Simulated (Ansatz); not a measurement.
# HfSi2: geometry relaxation (part 2 of 2)

Continued. System: HfSi2 (6 atoms in the cell). Method: DFT PBEsol, scalar-relativistic, plane waves, PAW, no spin polarisation (Ansatz 0.2.0); cutoff 420 eV, 10×10×10 k-mesh, Gaussian smearing of 0.1 eV. The structure derives from an entry of the Crystallography Open Database.

Geometry of the input (Å; fractional positions):
```
1.8349  -7.1501  0.0000
1.8349  7.1501  0.0000
0.0000  0.0000  3.6293
Hf 0.8959  0.1041  0.7500
Hf 0.1041  0.8959  0.2500
Si 0.5555  0.4445  0.7500
Si 0.4445  0.5555  0.2500
Si 0.2500  0.7500  0.7500
Si 0.7500  0.2500  0.2500
```

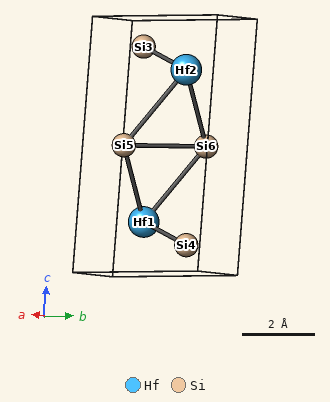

**Figure 1.** The geometry at step 2 of the log (ball-and-stick view of the reduced cell, seen at an oblique angle; atoms are numbered from 1 in the order of the input).

**What the program printed, continued**
```
relax step   3: F+E_penalty+E_count = -33686.00737686 eV  Δ(F+E_penalty+E_count) = -2.687e-3 eV  max|allowed force component| = 8.862e-3 eV/Å  Δτ_max = 0.0074 Å  P = -0.058 GPa  Ω = 95.216 Å³  energy of the carried Pulay correction = +3.203e-6 eV  (9 SCF iters, accepted)
Crystal: 6 atoms, lattice volume = 95.169 Å³
iter 1 solved again at ethr=8.84e-9 eV; its pass at ethr=3.10e-3 eV (dr2=6.01e-6 eV) is discarded
SCF iter   1: F=—  HF=-33686.007435 eV  |F-HF|=—  |Δ(HF+E_count)|=         —  Δρ=8.34e-5  dr2=6.85e-6  ethr=8.84e-9  ⟨swp⟩=2.9  Hψ=34568  notcnv=0
preconditioner: auto → Kerker (q_TF=auto, 2.580 Å⁻¹)  [metal: Δε(μ)=0.004 eV  Ē_g=10.974 eV  σ=0.100 eV  W_gap=0.02  n_scr=30 (ndim 8)  ℏωp=27.4 eV  f_vac=0.000  D(μ)=1.31/eV (n_scr^D=2)]
SCF iter   2: F=—  HF=-33686.007415 eV  |F-HF|=—  |Δ(HF+E_count)|=   1.93e-5  Δρ=4.86e-5  dr2=2.28e-6  ethr=8.84e-9  ⟨swp⟩=2.2  Hψ=9399  notcnv=0
SCF iter   3: F=—  HF=-33686.007415 eV  |F-HF|=—  |Δ(HF+E_count)|=   3.43e-7  Δρ=1.37e-5  dr2=1.94e-7  ethr=3.35e-9  ⟨swp⟩=2.0  Hψ=12385  notcnv=0
SCF iter   4: F=—  HF=-33686.007415 eV  |F-HF|=—  |Δ(HF+E_count)|=   3.12e-7  Δρ=5.52e-6  dr2=3.95e-8  ethr=2.85e-10  ⟨swp⟩=2.0  Hψ=13966  notcnv=0
SCF iter   5: F=-33686.007415 eV  HF=-33686.007415 eV  |F-HF|=4.98e-9  |Δ(HF+E_count)|=   1.42e-8  Δρ=1.32e-6  dr2=1.55e-9  ethr=3.93e-11  ⟨swp⟩=7.5  Hψ=45760  notcnv=0
SCF 4 converged in 5 iterations: F = -33686.007415 eV  dr2 = 1.55e-9
relax step   4: F+E_penalty+E_count = -33686.00741480 eV  Δ(F+E_penalty+E_count) = -3.794e-5 eV  max|allowed force component| = 6.280e-3 eV/Å  Δτ_max = 0.0016 Å  P = +0.038 GPa  Ω = 95.169 Å³  energy of the carried Pulay correction = +1.457e-5 eV  (5 SCF iters, dr2 threshold 2.67e-8 eV, accepted)
Crystal: 6 atoms, lattice volume = 95.192 Å³
iter 1 solved again at ethr=1.80e-9 eV; its pass at ethr=3.10e-3 eV (dr2=1.22e-6 eV) is discarded
SCF iter   1: F=—  HF=-33686.007435 eV  |F-HF|=—  |Δ(HF+E_count)|=         —  Δρ=3.11e-5  dr2=1.43e-6  ethr=1.80e-9  ⟨swp⟩=2.2  Hψ=34231  notcnv=0
SCF iter   2: F=—  HF=-33686.007417 eV  |F-HF|=—  |Δ(HF+E_count)|=   1.82e-5  Δρ=1.89e-5  dr2=5.91e-7  ethr=1.80e-9  ⟨swp⟩=2.5  Hψ=10745  notcnv=0
SCF iter   3: F=—  HF=-33686.007417 eV  |F-HF|=—  |Δ(HF+E_count)|=   1.24e-7  Δρ=5.78e-6  dr2=4.05e-8  ethr=8.70e-10  ⟨swp⟩=2.0  Hψ=12433  notcnv=0
SCF iter   4: F=-33686.007417 eV  HF=-33686.007417 eV  |F-HF|=3.46e-9  |Δ(HF+E_count)|=   7.01e-8  Δρ=1.92e-6  dr2=4.69e-9  ethr=1.24e-11  ⟨swp⟩=8.3  Hψ=51694  notcnv=0
SCF 5 converged in 4 iterations: F = -33686.007417 eV  dr2 = 4.69e-9
relax step   5: F+E_penalty+E_count = -33686.00741687 eV  Δ(F+E_penalty+E_count) = -2.066e-6 eV  max|allowed force component| = 1.479e-4 eV/Å  Δτ_max = 0.0004 Å  P = -0.001 GPa  Ω = 95.192 Å³  energy of the carried Pulay correction = +9.062e-6 eV  (4 SCF iters, dr2 threshold 8.44e-9 eV, accepted)
Initial wavefunctions: pseudopotential atomic-orbital guess (no wavefunctions were taken with the density)
iter 1 solved again at ethr=1.37e-7 eV; its pass at ethr=3.10e-3 eV (dr2=9.31e-5 eV) is discarded
SCF iter   1: F=—  HF=-33686.007424 eV  |F-HF|=—  |Δ(HF+E_count)|=         —  Δρ=5.97e-6  dr2=6.92e-9  ethr=1.37e-7  ⟨swp⟩=3.0  Hψ=48131  notcnv=0
eigensolver tolerance schedule: the retry pair's looser diagonalisation over-reported the residual by 13451.26 of it (diagonalisation noise at 1.46 of the residual, at the tolerance the schedule requests for it); recorded, not acted on — ethr = c·dr2/N_el stays at c = 1.0e-1
preconditioner: auto → Kerker (q_TF=auto, 2.580 Å⁻¹)  [metal: Δε(μ)=0.003 eV  Ē_g=10.974 eV  σ=0.100 eV  W_gap=0.02  n_scr=30 (ndim 8)  ℏωp=27.4 eV  f_vac=0.000  D(μ)=1.31/eV (n_scr^D=2)]
SCF iter   2: F=—  HF=-33686.007407 eV  |F-HF|=—  |Δ(HF+E_count)|=   1.74e-5  Δρ=3.27e-6  dr2=3.89e-9  ethr=1.02e-11  ⟨swp⟩=3.1  Hψ=19448  notcnv=0
SCF iter   3: F=—  HF=-33686.007407 eV  |F-HF|=—  |Δ(HF+E_count)|=   1.23e-9  Δρ=1.52e-6  dr2=1.09e-9  ethr=5.71e-12  ⟨swp⟩=2.0  Hψ=12549  notcnv=0
SCF iter   4: F=—  HF=-33686.007407 eV  |F-HF|=—  |Δ(HF+E_count)|=  2.98e-10  Δρ=2.72e-7  dr2=1.71e-10  ethr=1.60e-12  ⟨swp⟩=2.0  Hψ=12392  notcnv=0
SCF iter   5: F=-33686.007407 eV  HF=-33686.007407 eV  |F-HF|=2.91e-11  |Δ(HF+E_count)|=  2.91e-11  Δρ=1.06e-7  dr2=2.57e-11  ethr=1.00e-12  ⟨swp⟩=6.4  Hψ=36511  notcnv=0
SCF 6 converged in 5 iterations: F = -33686.007407 eV  dr2 = 2.57e-11
relax step   6: F+E_penalty+E_count = -33686.00740698 eV  Δ(F+E_penalty+E_count) = +9.883e-6 eV  max|allowed force component| = 1.911e-4 eV/Å  Δτ_max = 0.0000 Å  P = -0.001 GPa  Ω = 95.192 Å³  stress off target by 3.95e-3 GPa  SCF on the basis re-selected at this cell (its energy is not comparable with the rows above)  (5 SCF iters)
basis re-selected at this cell: Δ(F+E_penalty+E_count) = +9.883e-6 eV, ΔP = -0.000 GPa vs the last step (what re-selecting the basis moved, of the pressure what is left beyond the Pulay correction that the steps carried, after the strain that the cell walked since its last selection, with what the two solves' SCF thresholds leave and, on support functions, any second-order correction that the steps lacked; it is no measure of the basis error at this ecutwfc). This SCF's stress stands 3.95e-3 GPa from its target on what of the cell is left free (relax.cell.stress_tol is 5.00e-2 GPa) and its largest allowed force component is 1.91e-4 eV/Å (relax.f_tol is 5.00e-3 eV/Å): within both
SCF converged after 5 iterations
Free energy (F): -33686.007407 eV
Harris-Foulkes:  -33686.007407 eV  (|F-HF|=2.91e-11)
Internal energy: -33686.000845 eV  (E = F + TS)
E sigma→0 (E₀):  -33686.004126 eV
Entropy (-TS):   -0.006562 eV (-1.094 meV/atom)
Fermi energy:    15.936287 eV
--- Per-component energies (eV) ---
  E_band       = 15.344724
  E_kinetic    = 1021.927832
  E_local      = -13012.674442  (includes V_loc(G=0)·N_el)
  E_nonlocal   = -2374.582187
  E_hartree    = 6139.127234
  E_xc         = -821.180699
  E_vxc        = -728.857771  (∫ρ·V_xc dr)
  E_paw        = -15609.360266  (= ΣΔE_a)
  E_vpaw       = 2831.276784  (= ΣTr[D̂ρ^β])
  E_aug_tail   = 0.000022  (compensation charges beyond the density's cutoff)
  E_ewald      = -9031.886764
  E_core_change = 2.628426  (= ΣΔE_core)
  E_smearing   = -0.006562  (= −TS)
  E_closure    = 0.000000  (closes the sum)
  Σ components = -33686.007407   (vs F -33686.007407, Δ=0.00e0)
--- Forces (eV/Å), atoms counted from 1 ---
  atom   1  Hf     0.00000000    -0.00019110     0.00000000
  atom   2  Hf     0.00000000     0.00019110     0.00000000
  atom   3  Si     0.00000000     0.00016888     0.00000000
  atom   4  Si     0.00000000    -0.00016888     0.00000000
  atom   5  Si     0.00000000     0.00004767     0.00000000
  atom   6  Si     0.00000000    -0.00004767     0.00000000
  max |Σ_I F_I| component: 5.42e-20 eV/Å
--- Stress (GPa, compression-positive) ---
       -0.003954       0.000000       0.000000
        0.000000      -0.001132       0.000000
        0.000000       0.000000       0.001333
  P = ⅓ Tr σ = -0.0013 GPa (-0.013 kbar)
--- Band table (eV; the first three rows and the last of 186) ---
  k-point 0: bands = ["-45.9222", "-45.9166", "-14.7725", "-14.6739", "-14.6544", "-14.6361", "-14.6295", "-14.5994", "3.0193", "4.0496", "4.0597", "4.0622", "4.0646", "4.0668", "4.0682", "4.0692", "4.0730", "4.0751", "4.0776", "4.0802", "4.0805", "4.0874", "4.0936", "5.1706", "7.2267", "12.0400", "12.7085", "12.7943", "12.9344", "13.2757", "13.3644", "13.3845", "13.4067", "15.9747", "17.0912", "17.2000", "17.6413", "17.7869", "17.9715", "18.4401", "18.4485"]
  k-point 1: bands = ["-45.9217", "-45.9165", "-14.7688", "-14.6722", "-14.6560", "-14.6536", "-14.6241", "-14.6125", "3.1452", "4.0510", "4.0590", "4.0627", "4.0652", "4.0670", "4.0679", "4.0689", "4.0741", "4.0752", "4.0765", "4.0805", "4.0820", "4.0870", "4.0921", "5.2586", "7.3680", "11.2507", "11.9011", "12.8715", "13.0002", "13.3062", "13.4035", "13.5218", "14.0192", "16.4157", "16.5404", "16.9986", "17.1609", "17.6319", "18.0412", "18.6245", "19.0641"]
  k-point 2: bands = ["-45.9205", "-45.9160", "-14.7599", "-14.6927", "-14.6675", "-14.6517", "-14.6450", "-14.6256", "3.5137", "4.0561", "4.0567", "4.0628", "4.0650", "4.0673", "4.0681", "4.0696", "4.0742", "4.0769", "4.0774", "4.0811", "4.0848", "4.0860", "4.0903", "5.5223", "7.7692", "9.9248", "10.6498", "12.9364", "13.1720", "13.3782", "13.3794", "13.7112", "14.7561", "15.7224", "16.2635", "16.6985", "17.2292", "17.3636", "18.6976", "18.8029", "19.2565"]
  k-point 185: bands = ["-45.9160", "-45.9160", "-14.7816", "-14.7816", "-14.6597", "-14.6597", "-14.6509", "-14.6509", "4.0470", "4.0470", "4.0601", "4.0601", "4.0688", "4.0688", "4.0708", "4.0708", "4.0813", "4.0813", "4.0846", "4.0846", "4.0865", "4.0865", "6.2930", "6.2930", "6.7193", "6.7193", "11.7332", "11.7332", "12.6210", "12.6210", "13.5472", "13.5472", "14.9420", "14.9420", "16.0331", "16.0331", "18.4299", "18.4299", "19.1362", "19.1362", "19.2629"]
--- Relaxed structure (5 steps of the walk, 4 accepted, 1 SCFs on fresh bases) ---
  F+E_penalty+E_count = -33686.00740698 eV   max|allowed force component| = 1.911e-4 eV/Å   (the final SCF, on the basis selected at the relaxed cell)
  cell:  # Å, volume = 95.1918 Å³
    - [1.8250006925266722, -7.172499508028386, 0.0]
    - [1.8250006925266722, 7.172499508028386, 0.0]
    - [0.0, 0.0, 3.6361020297829096]
  atoms:
    - { symbol: Hf, position: [0.8953035723738354, 0.1046964276261646, 0.7499999999999999] }
    - { symbol: Hf, position: [0.1046964276261646, 0.8953035723738354, 0.25] }
    - { symbol: Si, position: [0.5551823636044265, 0.4448176363955735, 0.7499999999999999] }
    - { symbol: Si, position: [0.4448176363955735, 0.5551823636044265, 0.25] }
    - { symbol: Si, position: [0.25021948770143243, 0.7497805122985676, 0.7499999999999999] }
    - { symbol: Si, position: [0.7497805122985676, 0.25021948770143243, 0.25] }
```

**Trajectory as extended XYZ (Å, eV, eV/Å), 6 frames, from step=1 to step=6**
```
6
Lattice="1.8349 -7.1501 0.0000 1.8349 7.1501 0.0000 0.0000 0.0000 3.6293" Properties=species:S:1:pos:R:3:forces:R:3 step=1 energy=-33686.00469 pressure_GPa=-0.17
Hf    1.8349   -5.6608    2.7220    0.0000   0.0853   0.0000
Hf    1.8349    5.6608    0.9073    0.0000  -0.0853   0.0000
Si    1.8349   -0.7939    2.7220    0.0000   0.0005   0.0000
Si    1.8349    0.7939    0.9073    0.0000  -0.0005   0.0000
Si    1.8349    3.5754    2.7220    0.0000  -0.0554   0.0000
Si    1.8349   -3.5754    0.9073    0.0000   0.0554   0.0000
6
Lattice="1.8162 -7.1885 0.0000 1.8162 7.1885 0.0000 0.0000 0.0000 3.6475" Properties=species:S:1:pos:R:3:forces:R:3 step=2 energy=-33686.00387 pressure_GPa=0.04 accepted=F
Hf    1.8162   -5.6715    2.7356    0.0000  -0.1661   0.0000
Hf    1.8162    5.6715    0.9119    0.0000   0.1661   0.0000
Si    1.8162   -0.7912    2.7356    0.0000   0.0238   0.0000
Si    1.8162    0.7912    0.9119    0.0000  -0.0238   0.0000
Si    1.8162    3.5916    2.7356    0.0000   0.0232   0.0000
Si    1.8162   -3.5916    0.9119    0.0000  -0.0232   0.0000
6
Lattice="1.8258 -7.1698 0.0000 1.8258 7.1698 0.0000 0.0000 0.0000 3.6369" Properties=species:S:1:pos:R:3:forces:R:3 step=3 energy=-33686.00738 pressure_GPa=-0.06
Hf    1.8258   -5.6689    2.7276    0.0000   0.0007   0.0000
Hf    1.8258    5.6689    0.9092    0.0000  -0.0007   0.0000
Si    1.8258   -0.7924    2.7276    0.0000   0.0085   0.0000
Si    1.8258    0.7924    0.9092    0.0000  -0.0085   0.0000
Si    1.8258    3.5826    2.7276    0.0000  -0.0089   0.0000
Si    1.8258   -3.5826    0.9092    0.0000   0.0089   0.0000
6
Lattice="1.8251 -7.1716 0.0000 1.8251 7.1716 0.0000 0.0000 0.0000 3.6355" Properties=species:S:1:pos:R:3:forces:R:3 step=4 energy=-33686.00742 pressure_GPa=0.04
Hf    1.8251   -5.6699    2.7266    0.0000  -0.0015   0.0000
Hf    1.8251    5.6699    0.9089    0.0000   0.0015   0.0000
Si    1.8251   -0.7911    2.7266    0.0000  -0.0063   0.0000
Si    1.8251    0.7911    0.9089    0.0000   0.0063   0.0000
Si    1.8251    3.5825    2.7266    0.0000   0.0013   0.0000
Si    1.8251   -3.5825    0.9089    0.0000  -0.0013   0.0000
6
Lattice="1.8250 -7.1725 0.0000 1.8250 7.1725 0.0000 0.0000 0.0000 3.6361" Properties=species:S:1:pos:R:3:forces:R:3 step=5 energy=-33686.00742 pressure_GPa=-0.00
Hf    1.8250   -5.6706    2.7271    0.0000  -0.0001   0.0000
Hf    1.8250    5.6706    0.9090    0.0000   0.0001   0.0000
Si    1.8250   -0.7916    2.7271    0.0000   0.0001   0.0000
Si    1.8250    0.7916    0.9090    0.0000  -0.0001   0.0000
Si    1.8250    3.5831    2.7271    0.0000   0.0000   0.0000
Si    1.8250   -3.5831    0.9090    0.0000   0.0000   0.0000
6
Lattice="1.8250 -7.1725 0.0000 1.8250 7.1725 0.0000 0.0000 0.0000 3.6361" Properties=species:S:1:pos:R:3:forces:R:3 step=6 energy=-33686.00741 pressure_GPa=-0.00
Hf    1.8250   -5.6706    2.7271    0.0000  -0.0002   0.0000
Hf    1.8250    5.6706    0.9090    0.0000   0.0002   0.0000
Si    1.8250   -0.7916    2.7271    0.0000   0.0002   0.0000
Si    1.8250    0.7916    0.9090    0.0000  -0.0002   0.0000
Si    1.8250    3.5831    2.7271    0.0000   0.0000   0.0000
Si    1.8250   -3.5831    0.9090    0.0000   0.0000   0.0000
```

**Results in brief**

| quantity | value |
| --- | --- |
| outcome | converged |
| space group (tolerance 0.01 Å) | Cmcm (63) |
| electrons treated | 68 |
| free energy | −33686.0074 eV |
| Fermi energy | 15.936 eV |
| gap on the k-point mesh | none (metallic) |
| pressure | 0.00 GPa |
| final volume | 95.19 Å³ |
| largest force (length of the vector) at the end | under 0.001 eV/Å |
| final cell | a = 7.401 Å, b = 7.401 Å, c = 3.636 Å, α = 90.00°, β = 90.00°, γ = 151.45° |
| hardware | 2 threads of AMD EPYC (Zen 3), 189 GiB of memory available, shared host |
| wall time | 5.5 min (CPU time 9.7 min) |
| peak memory | 0.81 GiB |

**Notes**

Spin–orbit coupling is left out, which matters for Hf.
